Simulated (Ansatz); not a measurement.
**Run report: Hf₂S, geometry relaxation (part 2 of 2)**

The same run, continued: Hf₂S (6 atoms in the cell); DFT r2SCAN, scalar-relativistic, plane waves, PAW, no spin polarisation (Ansatz 0.2.0); cutoff 500 eV, 12×12×4 k-mesh, Gaussian smearing of 0.1 eV. The structure derives from a Materials Project entry.

Geometry of the input (Å; fractional positions):
```
3.3743  0.0000  0.0000
-1.6871  2.9222  0.0000
0.0000  0.0000  11.7174
Hf 0.6667  0.3333  0.8998
Hf 0.3333  0.6667  0.3998
Hf 0.6667  0.3333  0.6002
Hf 0.3333  0.6667  0.1002
S  0.0000  0.0000  0.7500
S  0.0000  0.0000  0.2500
```

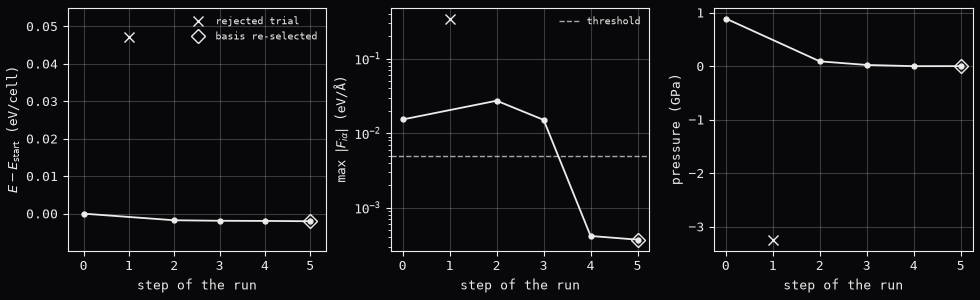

**Figure 1.** Progress of the relaxation, step by step (the first geometry is step 0 here and step 1 in the log). The energy falls by 1.9 meV per cell of the calculation in 4 geometry steps. Largest force component: 0.015 eV/Å at the start, 0.00037 eV/Å at the end. Pressure: 0.89 GPa at the start and 0.00 GPa at the end. The line search rejected the trial step at point 1 (counted from 0) and went back. No atom moves by more than 0.005 Å relative to the cell. The volume changes by +0.6 %, with a = b 3.374 → 3.381 Å (+0.2 %), c 11.717 → 11.741 Å (+0.2 %). Among the contacts that change: Hf1–Hf4 3.051 → 3.059 Å, Hf1–S5 2.622 → 2.627 Å. The space group stays P6_3/mmc (No. 194). A last SCF at the same geometry on a re-selected plane-wave basis shifts the energy by −0.1 meV per cell of the calculation. (Atoms are counted from 1 in the order of the input.)

```
basis re-selected at this cell: Δ(F+E_penalty+E_count) = -8.248e-5 eV, ΔP = +0.001 GPa vs the last step (what re-selecting the basis moved, of the pressure what is left beyond the Pulay correction that the steps carried, after the strain that the cell walked since its last selection, with what the two solves' SCF thresholds leave and, on support functions, any second-order correction that the steps lacked; it is no measure of the basis error at this ecutwfc). This SCF's stress stands 2.61e-3 GPa from its target on what of the cell is left free (relax.cell.stress_tol is 5.00e-2 GPa) and its largest allowed force component is 3.72e-4 eV/Å (relax.f_tol is 5.00e-3 eV/Å): within both
SCF converged after 6 iterations
Free energy (F): -64750.900937 eV
Harris-Foulkes:  -64750.900937 eV  (|F-HF|=2.91e-11)
Internal energy: -64750.887468 eV  (E = F + TS)
E sigma→0 (E₀):  -64750.894202 eV
Entropy (-TS):   -0.013469 eV (-2.245 meV/atom)
Fermi energy:    18.470702 eV
--- Per-component energies (eV) ---
  E_band       = -6.062499
  E_kinetic    = 1912.236421
  E_local      = -22328.788953  (includes V_loc(G=0)·N_el)
  E_nonlocal   = -4939.692757
  E_hartree    = 10484.803083
  E_xc         = -1319.256007
  E_vxc        = -1364.406624  (∫ρ·V_xc dr)
  E_paw        = -29025.422103  (= ΣΔE_a)
  E_vpaw       = 5679.054781  (= ΣTr[D̂ρ^β])
  E_aug_tail   = -0.000002  (compensation charges beyond the density's cutoff)
  E_vtau       = 65.928372  (kinetic-family band-sum trace: ∫τ·v_τ [+ j·A + Jᵃ·Aᵃ] dr)
  E_ewald      = -19535.833704
  E_core_change = 1.066554  (= ΣΔE_core)
  E_smearing   = -0.013469  (= −TS)
  E_closure    = -0.000000  (closes the sum)
  Σ components = -64750.900937   (vs F -64750.900937, Δ=0.00e0)
--- Forces (eV/Å), atoms counted from 1 ---
  atom   1  Hf    -0.00000000     0.00000000     0.00037232
  atom   2  Hf     0.00000000    -0.00000000     0.00037232
  atom   3  Hf    -0.00000000     0.00000000    -0.00037232
  atom   4  Hf     0.00000000    -0.00000000    -0.00037232
  atom   5  S      0.00000000    -0.00000000     0.00000000
  atom   6  S     -0.00000000     0.00000000    -0.00000000
  max |Σ_I F_I| component: 9.25e-18 eV/Å
--- Stress (GPa, compression-positive) ---
        0.002613       0.000000       0.000000
        0.000000       0.002613       0.000000
        0.000000       0.000000      -0.000583
  P = ⅓ Tr σ = 0.0015 GPa (0.015 kbar)
--- Band table (eV; the first three rows and the last of 57) ---
  k-point 0: bands = ["-45.7365", "-45.7335", "-45.6871", "-45.6840", "-14.1222", "-14.0057", "-13.6589", "-13.5886", "-13.5886", "-13.5792", "-13.5792", "-13.5314", "-13.4869", "-13.4869", "-13.4773", "-13.4773", "2.1100", "2.2278", "5.8244", "5.8305", "5.8305", "5.8362", "5.8435", "5.8435", "5.8442", "5.8442", "5.8499", "5.8499", "5.8534", "5.8564", "5.8629", "5.8733", "5.8747", "5.8747", "5.8759", "5.8771", "5.8781", "5.8781", "5.8837", "5.8837", "5.8892", "5.8892", "5.9169", "5.9170", "5.9209", "5.9209", "10.0871", "11.0578", "13.4942", "14.6016", "14.6016", "14.7820", "14.7820", "15.2070", "16.5003", "18.1164", "18.4439", "18.8685", "18.8685", "18.9726", "18.9726", "19.2716", "19.2716", "20.4520", "20.4520", "21.0760", "21.2503", "21.2503", "21.8112", "21.8112"]
  k-point 1: bands = ["-45.7361", "-45.7339", "-45.6866", "-45.6844", "-14.1084", "-14.0275", "-13.6354", "-13.5873", "-13.5873", "-13.5807", "-13.5807", "-13.5468", "-13.4854", "-13.4854", "-13.4786", "-13.4786", "2.1268", "2.2102", "5.8256", "5.8319", "5.8319", "5.8335", "5.8404", "5.8404", "5.8457", "5.8457", "5.8491", "5.8491", "5.8543", "5.8576", "5.8627", "5.8706", "5.8771", "5.8771", "5.8771", "5.8783", "5.8788", "5.8788", "5.8832", "5.8832", "5.8876", "5.8876", "5.9170", "5.9170", "5.9209", "5.9209", "10.1967", "10.8642", "13.7677", "14.6265", "14.6265", "14.7539", "14.7539", "14.9392", "16.6730", "17.5945", "18.8121", "18.8121", "18.9112", "18.9112", "19.0663", "19.5253", "19.5253", "20.5159", "20.5159", "20.6282", "20.9351", "20.9351", "21.5866", "21.5866"]
  k-point 2: bands = ["-45.7351", "-45.7351", "-45.6855", "-45.6855", "-14.0717", "-14.0717", "-13.5874", "-13.5874", "-13.5841", "-13.5841", "-13.5841", "-13.5841", "-13.4819", "-13.4819", "-13.4819", "-13.4819", "2.1681", "2.1681", "5.8289", "5.8289", "5.8356", "5.8356", "5.8356", "5.8356", "5.8474", "5.8474", "5.8474", "5.8474", "5.8563", "5.8563", "5.8660", "5.8660", "5.8786", "5.8786", "5.8799", "5.8799", "5.8799", "5.8799", "5.8840", "5.8840", "5.8840", "5.8840", "5.9170", "5.9170", "5.9209", "5.9209", "10.4936", "10.4936", "14.3581", "14.3581", "14.6886", "14.6886", "14.6886", "14.6886", "17.0651", "17.0651", "18.8191", "18.8191", "18.8191", "18.8191", "19.8688", "19.8688", "20.0562", "20.0562", "20.0562", "20.0562", "21.1453", "21.1453", "21.1453", "21.1453"]
  k-point 56: bands = ["-45.6910", "-45.6910", "-45.6882", "-45.6882", "-13.9511", "-13.9511", "-13.9144", "-13.9144", "-13.8874", "-13.8874", "-13.6903", "-13.6903", "-13.6195", "-13.6195", "-13.5756", "-13.5756", "3.4064", "3.4064", "5.8405", "5.8405", "5.8503", "5.8503", "5.8512", "5.8512", "5.8539", "5.8539", "5.8611", "5.8611", "5.8633", "5.8633", "5.8681", "5.8681", "5.8699", "5.8699", "5.8743", "5.8743", "5.8827", "5.8827", "5.8842", "5.8842", "5.9041", "5.9041", "5.9043", "5.9043", "5.9247", "5.9247", "11.5594", "11.5594", "11.7171", "11.7171", "12.4025", "12.4025", "16.5152", "16.5152", "16.9554", "16.9554", "17.3921", "17.3921", "18.6625", "18.6625", "20.7405", "20.7405", "21.3115", "21.3115", "21.7797", "21.7797", "22.5418", "22.5418", "22.6984", "22.6984"]
--- Relaxed structure (5 steps of the walk, 4 accepted, 1 SCFs on fresh bases) ---
  F+E_penalty+E_count = -64750.90093664 eV   max|allowed force component| = 3.723e-4 eV/Å   (the final SCF, on the basis selected at the relaxed cell)
  cell:  # Å, volume = 116.2611 Å³
    - [3.381429365868623, 1.0424052062713297e-36, 1.6678483300341275e-35]
    - [-1.6907146829343116, 2.928403731944933, -4.685654894267748e-35]
    - [5.791722634734542e-35, -1.5444593692625444e-34, 11.740950784888172]
  atoms:
    - { symbol: Hf, position: [0.6666666666666666, 0.3333333333333333, 0.8997311430424524] }
    - { symbol: Hf, position: [0.3333333333333333, 0.6666666666666666, 0.3997311430424525] }
    - { symbol: Hf, position: [0.6666666666666666, 0.3333333333333333, 0.6002688569575476] }
    - { symbol: Hf, position: [0.3333333333333333, 0.6666666666666666, 0.10026885695754761] }
    - { symbol: S, position: [8.543575695822221e-35, 9.153707738211602e-36, 0.75] }
    - { symbol: S, position: [5.287673308862382e-35, 2.0138157024065545e-35, 0.25] }
```

Trajectory as extended XYZ (Å, eV, eV/Å), 6 frames, from step=1 to step=6
```
6
Lattice="3.3743 0.0000 0.0000 -1.6871 2.9222 0.0000 0.0000 0.0000 11.7174" Properties=species:S:1:pos:R:3:forces:R:3 step=1 energy=-64750.89891 pressure_GPa=0.89
Hf    1.6871    0.9741   10.5435    0.0000   0.0000  -0.0153
Hf    0.0000    1.9481    4.6848    0.0000   0.0000  -0.0153
Hf    1.6871    0.9741    7.0327    0.0000   0.0000   0.0153
Hf    0.0000    1.9481    1.1739    0.0000   0.0000   0.0153
S     0.0000    0.0000    8.7881    0.0000   0.0000   0.0000
S     0.0000    0.0000    2.9294    0.0000   0.0000   0.0000
6
Lattice="3.4089 0.0000 0.0000 -1.7045 2.9522 0.0000 0.0000 0.0000 11.8340" Properties=species:S:1:pos:R:3:forces:R:3 step=2 energy=-64750.85175 pressure_GPa=-3.24 accepted=F
Hf    1.7045    0.9841   10.6201    0.0000   0.0000   0.3469
Hf    0.0000    1.9682    4.7031    0.0000   0.0000   0.3469
Hf    1.7045    0.9841    7.1309    0.0000   0.0000  -0.3469
Hf    0.0000    1.9682    1.2139    0.0000   0.0000  -0.3469
S     0.0000    0.0000    8.8755    0.0000   0.0000   0.0000
S     0.0000    0.0000    2.9585    0.0000   0.0000   0.0000
6
Lattice="3.3821 0.0000 0.0000 -1.6910 2.9290 0.0000 0.0000 0.0000 11.7300" Properties=species:S:1:pos:R:3:forces:R:3 step=3 energy=-64750.90068 pressure_GPa=0.09
Hf    1.6910    0.9763   10.5516    0.0000   0.0000   0.0273
Hf    0.0000    1.9526    4.6866    0.0000   0.0000   0.0273
Hf    1.6910    0.9763    7.0434    0.0000   0.0000  -0.0273
Hf    0.0000    1.9526    1.1784    0.0000   0.0000  -0.0273
S     0.0000    0.0000    8.7975    0.0000   0.0000   0.0000
S     0.0000    0.0000    2.9325    0.0000   0.0000   0.0000
6
Lattice="3.3818 0.0000 0.0000 -1.6909 2.9287 0.0000 0.0000 0.0000 11.7368" Properties=species:S:1:pos:R:3:forces:R:3 step=4 energy=-64750.90081 pressure_GPa=0.02
Hf    1.6909    0.9762   10.5587    0.0000   0.0000   0.0151
Hf    0.0000    1.9525    4.6904    0.0000   0.0000   0.0151
Hf    1.6909    0.9762    7.0464    0.0000   0.0000  -0.0151
Hf    0.0000    1.9525    1.1780    0.0000   0.0000  -0.0151
S     0.0000    0.0000    8.8026    0.0000   0.0000   0.0000
S     0.0000    0.0000    2.9342    0.0000   0.0000   0.0000
6
Lattice="3.3814 0.0000 0.0000 -1.6907 2.9284 0.0000 0.0000 0.0000 11.7410" Properties=species:S:1:pos:R:3:forces:R:3 step=5 energy=-64750.90085 pressure_GPa=0.00
Hf    1.6907    0.9761   10.5637    0.0000   0.0000   0.0004
Hf    0.0000    1.9523    4.6932    0.0000   0.0000   0.0004
Hf    1.6907    0.9761    7.0477    0.0000   0.0000  -0.0004
Hf    0.0000    1.9523    1.1773    0.0000   0.0000  -0.0004
S     0.0000    0.0000    8.8057    0.0000   0.0000   0.0000
S     0.0000    0.0000    2.9352    0.0000   0.0000   0.0000
6
Lattice="3.3814 0.0000 0.0000 -1.6907 2.9284 0.0000 0.0000 0.0000 11.7410" Properties=species:S:1:pos:R:3:forces:R:3 step=6 energy=-64750.90094 pressure_GPa=0.00
Hf    1.6907    0.9761   10.5637    0.0000   0.0000   0.0004
Hf    0.0000    1.9523    4.6932    0.0000   0.0000   0.0004
Hf    1.6907    0.9761    7.0477    0.0000   0.0000  -0.0004
Hf    0.0000    1.9523    1.1773    0.0000   0.0000  -0.0004
S     0.0000    0.0000    8.8057    0.0000   0.0000   0.0000
S     0.0000    0.0000    2.9352    0.0000   0.0000   0.0000
```

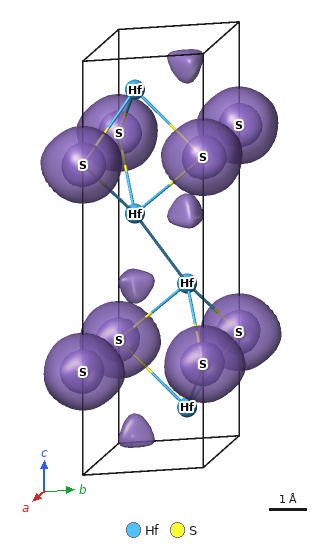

**Figure 2.** Isosurface of the ELF at 0.75 (purple), seen slightly off an axis. Only the valence region is drawn (cores and ρ < 0.01 e/Å³ removed). Sticks mark near contacts. The outline is the cell set on symmetry axes. Along the contacts the grid gives the following. Hf–S (2.63 Å): the ELF is about 0.30 at the midpoint (a polar contact without a shared pair, in a metal). Hf–Hf (3.06 Å): the ELF is about 0.25 at the midpoint (no shared electron pair). The fields are those of the smooth PAW valence density.

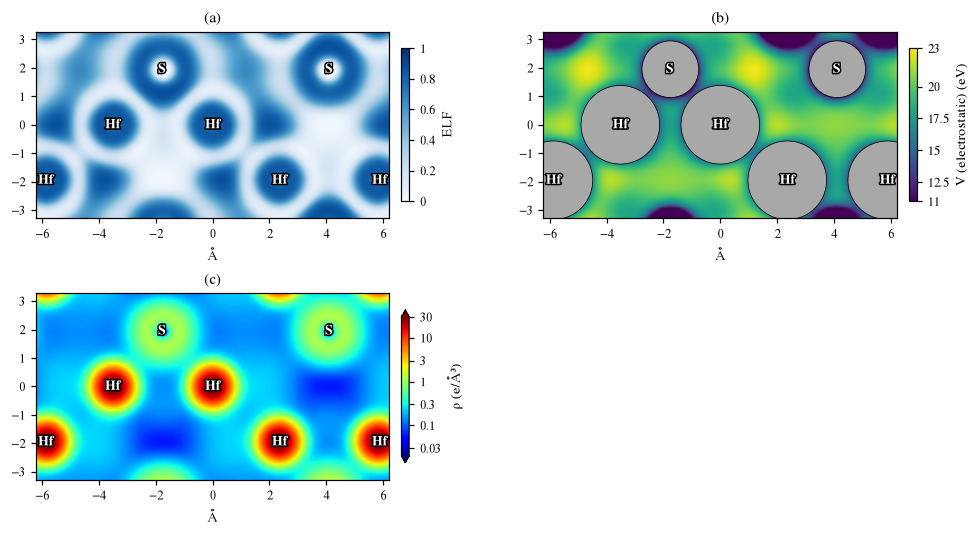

**Figure 3.** (a) ELF; (b) electrostatic potential (local pseudopotential plus Hartree) felt by an electron; (c) valence pseudo-density on the (110) plane of the conventional cell. Grey discs, where drawn, cover atomic cores. Hf–S (2.63 Å): the density is about 0.35 e/Å³ at the midpoint; the ELF is about 0.30 at the midpoint; a polar contact without a shared pair, in a metal. Hf–Hf (3.06 Å): ρ at the midpoint is about 0.21 e/Å³; the ELF is about 0.25 at the midpoint; no shared electron pair. Away from the nuclei the density in this plane falls to 0.06 e/Å³ at its lowest.  The strong features right at Hf lie inside the PAW spheres (semicore, d or f shells) and say nothing about bonding. Outside the cores the potential energy rises away from the atoms and is highest about 2.3 Å from the nearest atoms; outside the discs it spans about 12 eV, and its zero is arbitrary.

Key numbers

```tsv
quantity	value
outcome	converged
space group (tolerance 0.01 Å)	P6₃/mmc (194)
electrons treated	116
free energy	−64750.9009 eV
Fermi energy	18.471 eV
gap on the k-point mesh	none (metallic)
pressure	0.00 GPa
final volume	116.26 Å³
largest force (length of the vector) at the end	under 0.001 eV/Å
final cell	a = 3.381 Å, b = 3.381 Å, c = 11.741 Å, α = 90.00°, β = 90.00°, γ = 120.00°
hardware	1 thread of Intel Xeon @ 2.50GHz (Skylake/Cascade Lake), 192 GiB of memory available, shared host
wall time	7 min
peak memory	0.95 GiB
```

Spin–orbit coupling is left out, which matters for Hf.
